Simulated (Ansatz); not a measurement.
**Where As_H puts its levels in the gap of MgH2 (P4_2/mnm)**

Charge states of As_H in MgH2 (P4_2/mnm), set against the band edges. Model: a cell of 96 host atoms with 1 H taken out and 1 As put in.

Main program and level: Ansatz 0.2.0; place-levels on PBE runs: charge-transition levels and formation energies with image-charge correction and potential alignment at the atomic sites.

## (1) Set-up

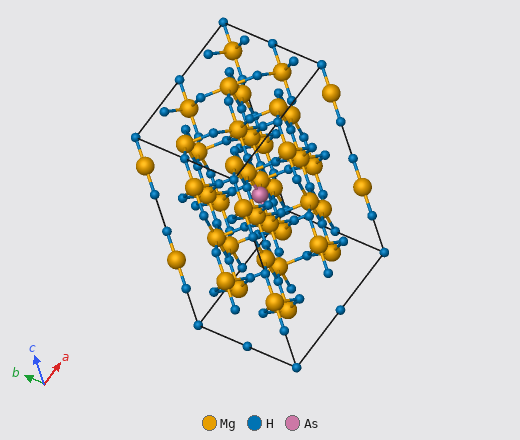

The cell as given, slightly off an axis (magnesium orange, hydrogen blue, arsenic pink). Bonds to atoms that aren't drawn are left out. Some periodic images of atoms are drawn too.

The cell holds 96 atoms: 32 Mg, 63 H and 1 As. Cell: a = 10.858 Å, b = 10.858 Å, c = 12.774 Å, α = 54.0°, β = 54.0°, γ = 72.1°. It derives from MgH2 (space group P4_2/mnm). Nearest the centre at fractional (0.500, 0.500, 0.652): As93 at 0.00 Å, Mg87 at 1.94 Å, Mg14 at 1.96 Å, Mg85 at 1.96 Å, H89 at 2.50 Å, H20 at 2.76 Å, H24 at 2.76 Å, H79 at 2.76 Å.

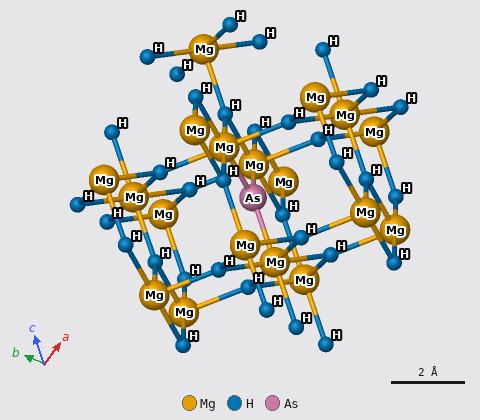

The atoms within 5 Å of the centre.

Screening for the image-charge correction: ε∞ = (3.95, 3.95, 4.00), ε0 = (11.34, 11.34, 8.61), computed on the host (DFPT, PBE).

The cell's shortest repeat is 10.9 Å.

## (2) What was run first

A transition level is the Fermi level at which two charge states cost the same, so each charge needs its own total energy, at its own relaxed structure.

Random displacements of about 0.08 Å break the site symmetry at the start, so that the relaxation can reach a distorted minimum if there is one. Forces are taken at the zone centre alone. The cell holds 2 electrons more than the neutral one, with a uniform background that keeps it neutral on the whole.

One state's input; the others differ in charge, spin, start and seed, and in occupations where the table says so.

Input file qm2.relax/input.yaml:

```yaml
crystal:
  lattice:
    - [0.0, 4.51624632, 3.01304723]
    - [4.51624632, 0.0, 3.01304723]
    - [4.51624632, 4.51624632, 0.0]
  atoms:
    - { symbol: Mg, position: [0.25, 0.25, 0.25] }
    - { symbol: Mg, position: [0.75, 0.75, 0.75] }
    - { symbol: Mg, position: [0.0, 0.0, 0.0] }
    - { symbol: Mg, position: [0.5, 0.5, 0.5] }
    - { symbol: H, position: [0.0, 0.0, 0.69565655] }
    - { symbol: H, position: [0.5, 0.5, 0.19565655] }
    - { symbol: H, position: [0.44565655, 0.05434345, 0.75] }
    - { symbol: H, position: [0.94565655, 0.55434345, 0.25] }
    - { symbol: H, position: [0.0, 0.0, 0.30434345] }
    - { symbol: H, position: [0.5, 0.5, 0.80434345] }
    - { symbol: H, position: [0.05434345, 0.44565655, 0.75] }
    - { symbol: H, position: [0.55434345, 0.94565655, 0.25] }
  supercell: [2, 2, 2]
  defects: [{ substitution: { at: 92, symbol: As } }]
total_charge: -2
basis:
  ecutwfc: 420
  xc_grid: 2
hamiltonian:
  xc: pbe
kpoints:
  mp_grid: { grid: [1, 1, 1] }
scf:
  occupations: { method: fixed }
  max_iter: 100
output:
  forces: true
  charged_corrections: { epsilon: [3.95, 3.95, 4.0], static_epsilon: [11.34, 11.34, 8.61] }
relax:
  f_tol: 0.02
  max_steps: 80
  random_displacement: { amplitude: 0.08, seed: 1442 }
checkpoint:
  write: "../qm2.relax.run"
  compress: false
  write_wavefunctions: true
  write_every: 100000
```

Run with:

```bash
> ansatz run input.yaml --threads 4 --pin off --max-ram 6594MiB --backend cpu --events-out ev --progress --plain --runs-dir out
```

Defect states can disperse in a cell of this size, so the energy is taken again at a 2×2×2 shifted mesh, on the relaxed structure.

The run of this state that the levels use, under PBE:

Input file qm2.point/input.yaml:

```yaml
crystal:
  checkpoint: "../qm2.relax.run"
  host: checkpoint
total_charge: -2
basis:
  ecutwfc: 420
  xc_grid: 2
hamiltonian:
  xc: pbe
kpoints:
  mp_grid: { grid: [2, 2, 2], shift: [0.5, 0.5, 0.5] }
scf:
  occupations: { method: fermi_dirac, width: 0.01 }
  max_iter: 100
output:
  forces: true
  eigenvalues: true
  charged_corrections:
    epsilon: [3.95, 3.95, 4.0]
    static_epsilon: [11.34, 11.34, 8.61]
    defect_position: [0.5, 0.5, 0.652214]
  eigenstates: { localisation: true }
  populations: true
  band_densities: [{ bands: [v1, v1] }, { bands: [c1, c1] }]
  write_density: true
  write_potential: true
  volumetric_format: npy
checkpoint:
  read: "../qm2.relax.run"
  write: "../qm2.point.run"
  compress: false
  write_wavefunctions: false
  write_every: 100000
```

Relaxations under PBE at the zone centre alone; times on 4 threads of Arm Neoverse V2, shared host:

```
charge  moment (μB)  occupations    outcome  steps  largest displacement against the far atoms (Å)     time
    −2            0        fixed  converged     14                                            1.31     58 s
    −1            1        fixed  converged     16                                            1.32  2.4 min
     0            0        fixed  converged     26                                            2.22     99 s
     0            2        fixed  converged     23                                            1.41  3.5 min
```

Single points under PBE at a 2×2×2 shifted mesh; times on 4 threads of Arm Neoverse V2, shared host:

```
charge  moment (μB)  occupations    outcome     time
    −2            0  fermi-dirac  converged     90 s
    −1            1  fermi-dirac  converged  2.7 min
     0            0  fermi-dirac  converged     76 s
     0            2  fermi-dirac  converged  2.7 min
```

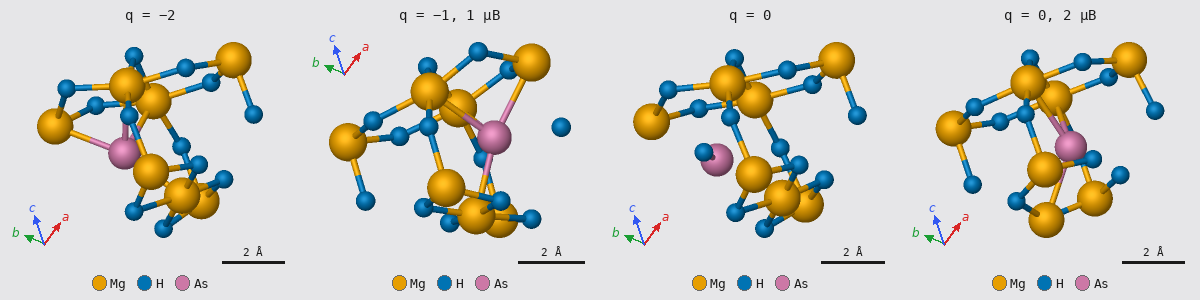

The structures near the centre after relaxation with PBE, by charge. Bonds to atoms that aren't drawn are left out.

Distances (Å) from As93 to the nearest atoms after relaxation with PBE:

```
charge  moment (μB)       1.       2.       3.       4.       5.       6.
    −2            0  Mg 2.43  Mg 2.53  Mg 2.54  Mg 2.54  Mg 2.79  Mg 2.79
    −1            1   H 2.14  Mg 2.46  Mg 2.57  Mg 2.59  Mg 2.59  Mg 2.89
     0            0   H 1.53  Mg 2.54  Mg 2.54  Mg 2.77  Mg 2.77  Mg 2.83
     0            2   H 2.17   H 2.17  Mg 2.52  Mg 2.67  Mg 2.67   H 3.02
```

## (3) place-levels, PBE

A charged cell interacts with its images and the background, and its potential has another zero than the host's. place-levels removes the first by a point-charge model, screened by the static dielectric constant since the ions have relaxed around the charge, and the second by comparing potentials at atoms far from the defect.

The host is a run of the defect-free crystal in the same cutoffs, grids and k-points, so that basis and sampling errors cancel in part in the differences. The host is run in a cell of 48 atoms on a matching mesh. Its band edges are searched through the zone by a band path, so the gap is smaller than, or equal to, that on the mesh. Chemical potentials are energies per atom of H (H2 molecule) and As (grey arsenic (A7)), run with the same functional and cutoff.

Input file levels.point.yaml:

```yaml
host:
  run: host.point.run
states: [qm2.point.run, qm1_M1.point.run, q0.point.run, q0_M2.point.run]
geometry_from:
  qm2.point.run: qm2.relax.run
  qm1_M1.point.run: qm1_M1.relax.run
  q0.point.run: q0.relax.run
  q0_M2.point.run: q0_M2.relax.run
  host.point.run: host.relax.run
chemical_potentials:
  H:
    energy: -15.87217
    dataset: "<sha256 of the dataset>"
  As:
    energy: -4856.136955
    dataset: <sha256 of the dataset>
```

Run with:

```bash
> ansatz place-levels levels.point.yaml -- --threads 4 --pin off --max-ram 6594MiB
```

Numbers of over 12 decimals in the logs are rounded to 6 here.

Log:

```text
[... repeated set-up lines and file paths are left out, and long positions are rounded to six places ...]
(0/-1) 3.756 eV above the valence edge, in the conduction band; not on the lower envelope
(-1/-2) 2.303 eV above the valence edge, 1.416 eV under the conduction edge; not on the lower envelope
(0/-2) 3.029 eV above the valence edge, 0.689 eV under the conduction edge: charges between them are lowest nowhere
formation energy of charge 0: +2.089 eV with the Fermi level at the valence edge
formation energy of charge -1: +5.845 eV with the Fermi level at the valence edge
formation energy of charge -2: +8.148 eV with the Fermi level at the valence edge
  edges by pbe, gap 3.718 eV; the host is sampled to repeats of 21.72 Å
  the defect's cells are sampled to repeats of 21.72 Å, like sampling
  charge 0: +0.000 eV for its dipole among its images, +0.000 omitted
  charge -1: -67427.5844 eV with its correction of -0.092 eV, at epsilon [11.34, 11.34, 8.61], aligned at sites: +0.2944 eV, mean over 31 atomic sites at or beyond 5.43 Å from the defect at [0.5000, 0.5000, 0.6522], with +0.000000 for the charge's moments and [...]
  charge -2: -67423.4730 eV with its correction of +0.108 eV, at epsilon [11.34, 11.34, 8.61], aligned at sites: +0.3504 eV, mean over 31 atomic sites at or beyond 5.43 Å from the defect at [0.5000, 0.5000, 0.6522], with +0.000000 for the charge's moments and [...]
  charge 0: states[3] (q0_M2.point.run) stands 1.516 eV higher, with a moment of 2.00 μB against 0.00
  of states[2] (q0.point.run): its alignment with the host at atomic sites is doubtful: a part of the defect, H at [0.2500, 0.7500, 0.5978], stands 3.27 Å off the defect's place or the host's site by it, at or past 3.24 Å (0.6 of the 5.43 Å from which on the [...]
  of states[1] (qm1_M1.point.run): how wide its charge is, is not read beside other atoms or cores, and a band state would take no correction. [...]
  of states[0] (qm2.point.run): how wide its charge is, is not read beside other atoms or cores, and a band state would take no correction. [...]
  of states[3] (q0_M2.point.run): the far atoms show a dipole or second moment of the defect's charge, for which the correction takes or leaves out 0.118 eV: further moments aren't read, and the relaxed atoms' own pattern can pass for one, so compare a larger [...]
```

Wall time 0.27 s (4 threads of Arm Neoverse V2, shared host).

Levels between the charges placed, in eV above the valence top:

```
     gap (eV)  (0/−1)  (−1/−2)
PBE      3.72    3.76     2.30
```

Corrections by state:

```
charge  moment (μB)  image terms and alignment (eV)  band filling (eV)                                 ε used  over the lowest of its charge, as the program ranks them, band filling apart (eV)
     0          0.0                           0.000                  -                                      -                                                                              0.000
    −1          1.0                          -0.092                  -  principal values (8.61, 11.34, 11.34)                                                                              0.000
    −2          0.0                           0.108                  -  principal values (8.61, 11.34, 11.34)                                                                              0.000
     0          2.0                           0.000                  -                                      -                                                                              1.516
```

From the program's caveats on the states, each cut to its opening words:

- charge 0: its alignment with the host at atomic sites is doubtful: a part of the defect, H at [0.2500, 0.7500, 0.5978], stands 3.27 Å off the defect's place or the [...]
- charge −1 (1 μB), −2: how wide its charge is, is not read beside other atoms or cores, and a band state would take no correction
- charge −1 (1 μB): its displacements don't fall off away from the defect: farther atoms stand 0.049 Å off the host's places
- charge −2: its alignment with the host at atomic sites is doubtful: the mean over the far sites moves by +0.0642 eV from their farther parts to their nearer, more than [...]
- charge −2: its displacements don't fall off away from the defect: farther atoms stand 0.098 Å off the host's places
- charge 0 (2 μB): the far atoms show a dipole or second moment of the defect's charge, for which the correction takes or leaves out 0.118 eV: further moments aren't read, and [...]
- charge 0 (2 μB): its displacements don't fall off away from the defect: farther atoms stand 0.058 Å off the host's places

The host's formation energy from the elements is -0.181 eV per atom; it sets how far the chemical potentials can move.

Limit set by the element alone; other compounds of these elements are not counted. Chemical potentials from the elements' reference states: H 0.00 eV, Mg -0.54 eV, As 0.00 eV. Formation energy by charge state (H-rich; gap 3.72 eV):

```
charge  at valence top (eV)  at conduction bottom (eV)  correction included (eV)
     0                 2.09                       2.09                      0.00
    −1                 5.85                       2.13                     -0.09
    −2                 8.15                       0.71                      0.11
```

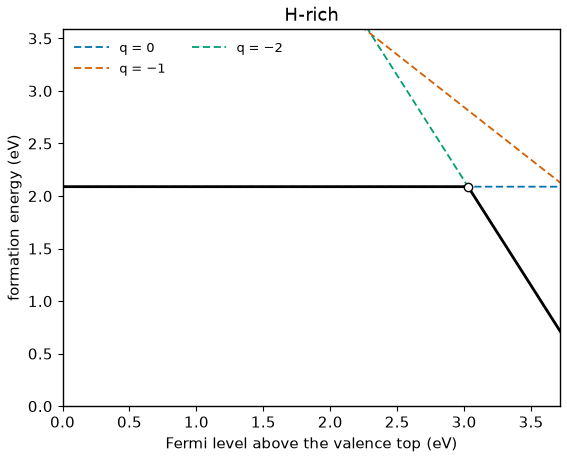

Formation energy against Fermi level; the thick line follows the lowest charge state and circles mark the transition levels.

Limit set by the element alone; other compounds of these elements are not counted. Chemical potentials from the elements' reference states: Mg 0.00 eV, H -0.27 eV, As 0.00 eV. Formation energy by charge state (Mg-rich; gap 3.72 eV):

```
charge  at valence top (eV)  at conduction bottom (eV)  correction included (eV)
     0                 1.82                       1.82                      0.00
    −1                 5.57                       1.86                     -0.09
    −2                 7.88                       0.44                      0.11
```

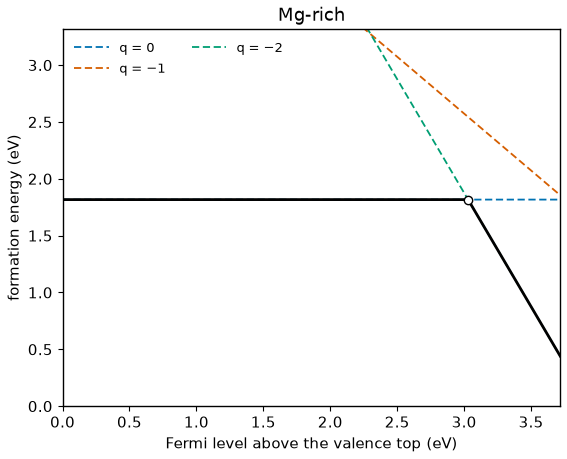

Formation energy against Fermi level; the thick line follows the lowest charge state and circles mark the transition levels.

Charge transition levels, in eV, zero at the valence-band top of the host:

```
      conduction bottom  valence top
As_H               3.72         0.00
```

```
       level  energy (eV)
As_H  (0/−2)         3.03
```

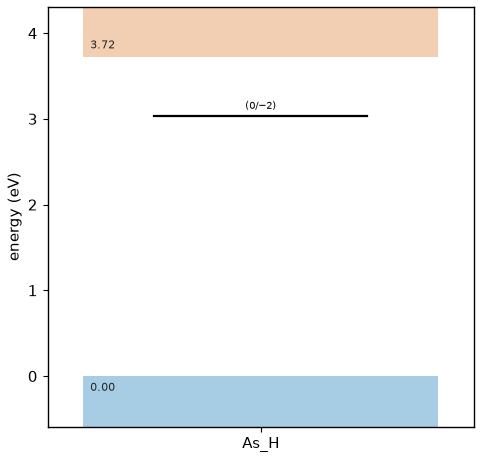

Charge transition levels. Shaded: valence and conduction bands.

## (4) The same at the relaxations' own k-points

The relaxations' own energies give the levels at their sampling, for comparison.

Input file levels.relax_mesh.yaml:

```yaml
host:
  run: host.relax.run
states: [qm2.relax.run, qm1_M1.relax.run, q0.relax.run, q0_M2.relax.run]
chemical_potentials:
  H:
    energy: -15.87217
    dataset: "<sha256 of the dataset>"
  As:
    energy: -4856.136955
    dataset: <sha256 of the dataset>
```

Run with:

```bash
> ansatz place-levels levels.relax_mesh.yaml -- --threads 4 --pin off --max-ram 6594MiB
```

Log:

```text
[...]
formation energy of charge 0: +1.980 eV with the Fermi level at the valence edge
formation energy of charge -1: +5.649 eV with the Fermi level at the valence edge
formation energy of charge -2: +7.900 eV with the Fermi level at the valence edge
  edges by pbe, gap 3.720 eV; the host is sampled to repeats of 10.86 Å
[... the lines on each state left out ...]
```

Run time: 0.15 s. Hardware: 4 threads.

Levels between neighbouring charges, in eV above the valence top:

```
                       gap (eV)  (0/−1)  (−1/−2)
the zone centre alone      3.72    3.67     2.25
 a 2×2×2 shifted mesh      3.72    3.76     2.30
```

Going from the zone centre alone to a 2×2×2 shifted mesh moves the levels that carry no band-filling term by up to 0.09 eV and formation energies against the elements by up to 0.25 eV.

## (5) What came out

- gap of the host: 3.72 eV (PBE)
- level (0/minus 1): 3.76 eV above the valence top, past the conduction bottom, not a change between lowest states
- level (minus 1/minus 2): 2.30 eV above the valence top, not a change between lowest states
- level (0/minus 2): 3.03 eV above the valence top
- lowest of the charges placed, just above the valence top (0.02 eV): 0
- lowest of the charges placed, just below the conduction bottom (0.02 eV): −2
- lowest formation energy at mid-gap of the charges run, H-rich: 2.09 eV
- lowest formation energy at mid-gap of the charges run, Mg-rich: 1.82 eV

**Reading.** Of the charges placed (−2, −1 and 0), the lowest changes at 3.03 eV (0/−2) above the valence top, in a gap of 3.72 eV. (0/−2) passes over charge −1, which lies 0.73 eV above the two there; a lower structure or spin state of it, if missed, would change that. Charges above 0 and below −2 were not placed, so these runs say nothing of levels that involve them. States placed: 0 at 0 μB and 2 μB; −1 at 1 μB; −2 at 0 μB. Other spin states or structures, where not listed, weren't placed. At charge −2, −1 and 0 the atom put in ends up to 1.6 Å from its starting place, so the name tells the start alone and the levels can join different sites. As is taken at its element; compounds, which aren't counted here, bound the chemical potentials and would shift these formation energies. Going from the zone centre alone to a 2×2×2 shifted mesh moves the levels that carry no band-filling term by up to 0.09 eV and formation energies against the elements by up to 0.25 eV. The program doubts the alignment of potentials for at least one state, a sign that the cell is small. What this leaves open: PBE makes the gap too small and tends to spread out bound carriers; force components of up to 0.10 eV/Å remain in a run at the final settings.

[Logs are printed without paths, hosts, clocks, repeated set-up lines and the standing remarks that a program may print on its own settings, such as how far it seeks lower states.]

[Hosts, paths, dates, database ids (printed as entryN), source tags and the programs' standing remarks are cut or masked in the printed files.]

[Where a table of states has a column of steps, it counts the stored structures, which are thinned; the runs took as many ionic steps or more.]

[A defect's name tells the site on which it was built; relaxed atoms can leave that site.]

[For some hosts the program warned that the k-mesh of the response run may be too coarse for force constants and the static dielectric constant; such warnings are not shown here.]
